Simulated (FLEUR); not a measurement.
## PbS: 7 runs along one coordinate

System: PbS (4 atoms in the cell).
Method: Kohn-Sham DFT of a periodic cell, PBEsol, all-electron, no spin polarisation (FLEUR MaX-R8.1 (later development tree)).

The 7 runs differ only in the geometry, by an even scaling of the cell at fixed fractional positions. The structure derives from a Materials Project entry.

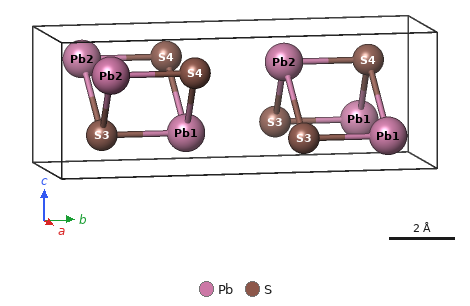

Figure 1. The structure of run 4 (ball-and-stick view of the cell 2 times as large as that of the calculation, set on its symmetry axes, seen slightly off an axis; atoms are numbered from 1 in the order of the input). An atom can appear more than once, as a periodic image.

## Input of run 4
```
<?xml version="1.0" encoding="UTF-8" standalone="no"?>
<fleurInput fleurInputVersion="0.39">
   <comment>
      PbS                                                                                                 
   </comment>
   <calculationSetup>
      <cutoffs Kmax="5.03" Gmax="15.6" GmaxXC="15.6" numbands="0"/>
      <scfLoop itmax="60" minDistance="0.00001" maxIterBroyd="15" imix="Anderson" alpha="0.05" precondParam="0.0" spinf="2.0" sdNocoIR="T"/>
      <coreElectrons ctail="T" frcor="F" kcrel="0" coretail_lmax="0"/>
      <xcFunctional name="PBEs" relativisticCorrections="F"/>
      <magnetism jspins="1"/>
      <soc l_soc="F" theta="0.0" phi="0.0" spav="F"/>
      <expertModes spex="0" secvar="F"/>
      <geometryOptimization l_f="F" forcealpha="1.0" forcemix="BFGS" epsdisp="0.00001" epsforce="0.00001"/>
      <ldaU l_linMix="F" mixParam="0.05" spinf="1.0"/>
   </calculationSetup>
   <cell>
      <bzIntegration valenceElectrons="52.0" mode="hist" fermiSmearingEnergy="0.00183747">
         <kPointListSelection listName="default-1"/>
         <!-- k-points included here -->
         <xi:include xmlns:xi="http://www.w3.org/2001/XInclude" href="kpts.xml"> </xi:include>
      </bzIntegration>
      <!-- symmetry operations included here -->
      <xi:include xmlns:xi="http://www.w3.org/2001/XInclude" href="sym.xml"> </xi:include>
      <bulkLattice scale="1.0">
         <bravaisMatrix>
            <row-1>    3.9305409456736751   -11.3219102060245778     0.0000000000000000</row-1>
            <row-2>    3.9305409456736751    11.3219102060245778     0.0000000000000000</row-2>
            <row-3>    0.0000000000000000     0.0000000000000000     8.0867445758658292</row-3>
         </bravaisMatrix>
      </bulkLattice>
   </cell>
   <atomSpecies>
      <species name="Lead (Pb)" element="Pb" atomicNumber="82">
         <mtSphere radius="2.61" gridPoints="879" logIncrement="0.015"/>
         <atomicCutoffs lmax="10" lnonsphr="10"/>
         <electronConfig flipSpins="F">
            <coreConfig>(1s1/2) (2s1/2) (2p1/2) (2p3/2) (3s1/2) (3p1/2) (3p3/2) (4s1/2) (3d3/2) (3d5/2) (4p1/2) (4p3/2) (4d3/2) (4d5/2) (4f5/2) (4f7/2) (5s1/2)</coreConfig>
            <valenceConfig>(5p1/2) (5p3/2) (6s1/2) (5d3/2) (5d5/2) (6p1/2) (6p3/2)</valenceConfig>
            <stateOccupation state="(6p1/2)" spinUp="0.333333" spinDown="0.333333"/>
            <stateOccupation state="(6p3/2)" spinUp="0.666667" spinDown="0.666667"/>
         </electronConfig>
         <energyParameters s="6" p="6" d="5" f="5"/>
         <lo type="SCLO" l="1" n="5" eDeriv="0"/>
         <lo type="SCLO" l="1" n="5" eDeriv="1"/>
         <lo type="SCLO" l="0" n="6" eDeriv="2"/>
         <lo type="SCLO" l="2" n="5" eDeriv="2"/>
         <lo type="SCLO" l="3" n="5" eDeriv="2"/>
      </species>
      <species name="Sulfur (S)" element="S" atomicNumber="16">
         <mtSphere radius="1.95" gridPoints="669" logIncrement="0.017"/>
         <atomicCutoffs lmax="8" lnonsphr="8"/>
         <electronConfig flipSpins="F">
            <coreConfig>(1s1/2) (2s1/2) (2p1/2) (2p3/2)</coreConfig>
            <valenceConfig>(3s1/2) (3p1/2) (3p3/2)</valenceConfig>
            <stateOccupation state="(3p1/2)" spinUp="0.666667" spinDown="0.666667"/>
            <stateOccupation state="(3p3/2)" spinUp="1.333333" spinDown="1.333333"/>
         </electronConfig>
         <energyParameters s="3" p="3" d="3" f="4"/>
         <lo type="SCLO" l="0" n="3" eDeriv="2"/>
         <lo type="SCLO" l="1" n="3" eDeriv="2"/>
         <lo type="SCLO" l="2" n="3" eDeriv="2"/>
         <lo type="SCLO" l="3" n="4" eDeriv="2"/>
      </species>
   </atomSpecies>
   <atomGroups>
      <atomGroup species="Lead (Pb)">
         <relPos label="                   1">.1305633500 -.1305633500 1.000/4.000</relPos>
         <relPos label="                   2">-.1305633500 .1305633500 -1.000/4.000</relPos>
         <force calculate="T" relaxXYZ="TTT"/>
      </atomGroup>
      <atomGroup species="Sulfur (S)">
         <relPos label="                   3">.3547970900 -.3547970900 1.000/4.000</relPos>
         <relPos label="                   4">-.3547970900 .3547970900 -1.000/4.000</relPos>
         <force calculate="T" relaxXYZ="TTT"/>
      </atomGroup>
   </atomGroups>
   <output dos="F" band="F" slice="F">
      <checks vchk="F" cdinf="F"/>
      <bandDOS minEnergy="-.5*Htr" maxEnergy="0.5*Htr" sigma="0.015" storeEVData="T"/>
      <vacuumDOS vacdos="F" integ="F" star="F" nstars="0" locx1="0.0" locy1="0.0" locx2="0.0" locy2="0.0" nstm="0" tworkf="0.0"/>
      <unfoldingBand unfoldBand="F" supercellX="1" supercellY="1" supercellZ="1"/>
      <plotting iplot="0" polar="F">
         <plot TwoD="T" vec1="  1.0  0.0  0.0" vec2="  0.0  1.0  0.0" vec3="  0.0  0.0  1.0" zero="  0.0  0.0  0.0" file="plot"/>
      </plotting>
      <chargeDensitySlicing numkpt="0" minEigenval="0.0" maxEigenval="0.0" nnne="0" pallst="F"/>
      <specialOutput eonly="F"/>
      <moessbauerParams electricFieldGradient="T" isomerShift="T" coreHyperfine="T" valenceHyperfine="T"/>
      <magneticCircularDichroism mcd="F" energyLo="-10.0" energyUp="0.0"/>
   </output>
  <!-- We include the file relax.xml here to enable relaxations (see documentation) -->
  <xi:include xmlns:xi="http://www.w3.org/2001/XInclude" href="relax.xml"> <xi:fallback/> </xi:include>
</fleurInput>
```

Command:
```bash
inpgen -f crystal.txt -profile fastHighL; mpirun -n 4 fleur_MPI -pe_per_kpt 1
```

Run 5 has the same physical settings and fractional positions; its lattice vectors (Å) are:
```
   2.093728   -6.030975    0.000000
   2.093728    6.030975    0.000000
   0.000000    0.000000    4.307662
```

## Results, with one run withheld

| run | volume per atom (Å³) | free energy per atom, from the lowest run given (meV) | gap on the mesh (eV) |
| --- | --- | --- | --- |
| 1 | 25.064 | 3.48 | 1.02 |
| 2 | 25.597 | 0.00 | 1.07 |
| 3 | 26.130 | 0.67 | 1.12 |
| 4 | 26.664 | 5.04 | 1.17 |
| 5 | 27.197 | ? | ? |
| 6 | 27.730 | 23.39 | 1.24 |
| 7 | 28.263 | 36.70 | 1.26 |

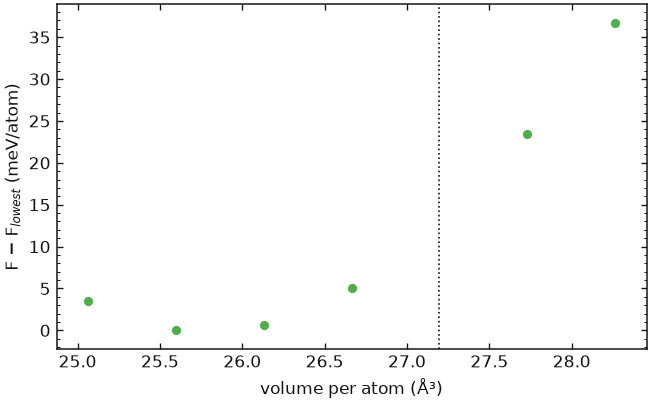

Figure 2. Free energy per atom of the runs given; the dotted line marks run 5.

Fit the runs given and predict run 5.

A cubic polynomial in V^(−2/3) (the Birch–Murnaghan form), fitted to the 6 runs given, misses them by under 0.01 meV per atom. With x = V^(−2/3) − 0.11241 Å⁻², it reads F = 3.6512 − 3500.6 x + 7.8964e+05 x² + 1.3212e+06 x³ (meV per atom). At run 5 it gives 12.73 meV per atom, and the run itself gives 12.73. The fit has its minimum at 25.772 Å³ per atom, where V d²F/dV² gives 58 GPa. Cell shape and fractional positions are held, so this is the stiffness under even scaling; the relaxed bulk modulus wasn't computed and can be far lower in a crystal of layers, chains or molecules like this one. The gap on the mesh goes, without turning, from 1.02 eV in run 1 to 1.26 eV in run 7; run 5 has 1.20 eV. These are gaps of this functional on this mesh, which can miss the band edges; they aren't the measured gap.

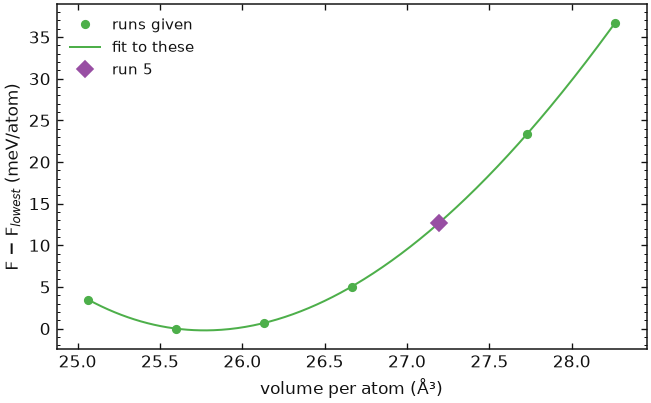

Figure 3. The fit and the withheld run.

## Output (run 5)
```
Welcome to FLEUR        (www.flapw.de)
      MaX-Release 8.1          (www.max-centre.eu)

 ========== k-point set info ==========
 Selected k-point list: default-1
 k-point list type: mesh
 7 x 7 x 6
 Number of k points: 64

 ------------Calculation Setup---------------------------
 Number of MPI-tasks      :            4
 Number of PE/node        :            4
 Number of OMP-threads    :            1
 Using exactly            1  PE per kpt
 k-points in parallel     :            4
 Using exactly            1  PE per kpt
 pe's per k-point         :            1
 No of k-point loops      :           16
 Using exactly            1  PE per kpt
 Using exactly            1  PE per kpt
 Eigenvalue solver        :       lapack
 Number of basis functions:         1741
 Approximate size of matrices (H+S) per k-point:         0.045 GB
 --------------------------------------------------------

 Iteration:     1   Distance:      10.58188691 me/bohr^3

 Iteration:     2   Distance:       9.61249040 me/bohr^3

 Iteration:     3   Distance:       5.14997703 me/bohr^3

 Iteration:     4   Distance:       3.15648751 me/bohr^3

 Iteration:     5   Distance:       0.89650728 me/bohr^3

 Iteration:     6   Distance:       0.33898403 me/bohr^3

 Iteration:     7   Distance:       0.27961677 me/bohr^3

 Iteration:     8   Distance:       0.07699613 me/bohr^3

 Iteration:     9   Distance:       0.01772317 me/bohr^3

 Iteration:    10   Distance:       0.01651300 me/bohr^3

 Iteration:    11   Distance:       0.00319898 me/bohr^3

 Iteration:    12   Distance:       0.00118384 me/bohr^3

 Iteration:    13   Distance:       0.00046642 me/bohr^3

 Iteration:    14   Distance:       0.00008220 me/bohr^3

 Iteration:    15   Distance:       0.00007574 me/bohr^3

 Iteration:    16   Distance:       0.00006440 me/bohr^3

 Iteration:    17   Distance:       0.00002194 me/bohr^3

 Iteration:    18   Distance:       0.00000769 me/bohr^3

 ********************************************************************
 Run finished successfully
 Stop message:
   all done
 ********************************************************************
```

Notes: Spin–orbit coupling is left out, which matters for Pb.
